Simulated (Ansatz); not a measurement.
SiGe (4 atoms in the cell), run with Ansatz.

```
crystal:
  lattice:
    - [3.9044512986, 0.0, 0.0]
    - [-1.9522256493, 3.3813540124, 0.0]
    - [0.0, 0.0, 6.450783]
  atoms:
    - { symbol: Si, position: [0.6666666667, 0.3333333333, 0.9327394779] }
    - { symbol: Si, position: [0.3333333333, 0.6666666667, 0.4327394779] }
    - { symbol: Ge, position: [0.6666666667, 0.3333333333, 0.500392] }
    - { symbol: Ge, position: [0.3333333333, 0.6666666667, 0.000392] }
basis:
  ecutwfc: 420
kpoints:
  mp_grid: { grid: [12, 12, 6] }
hamiltonian:
  xc: lda
  hubbard: { sites: [{ species: Ge, l: p, u_eff: -5.0 }] }
scf:
  occupations: { method: gaussian, width: 0.03 }
  max_iter: 60
output:
  forces: true
  eigenvalues: true
  stress: true
```

Launched with:
```bash
ansatz run input.yaml --threads 1 --pin off --max-ram 1228MiB --backend cpu --events-out ev --progress --plain --runs-dir out
```

> What does the convergence history look like?

It converged, after 8 iterations. The residual falls at every step. The input holds a fault (an enormous or negative U). The SCF closed all the same, which doesn't make the results meaningful for the real system.

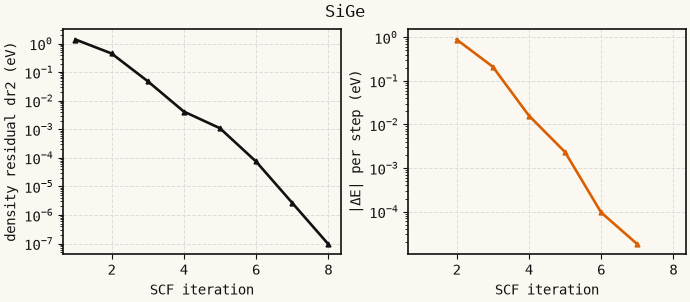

SCF iterations of a calculation: density residual dr2, step-to-step change of the Harris–Foulkes energy. Energy differences below 3 × 10⁻⁶ eV aren't drawn.
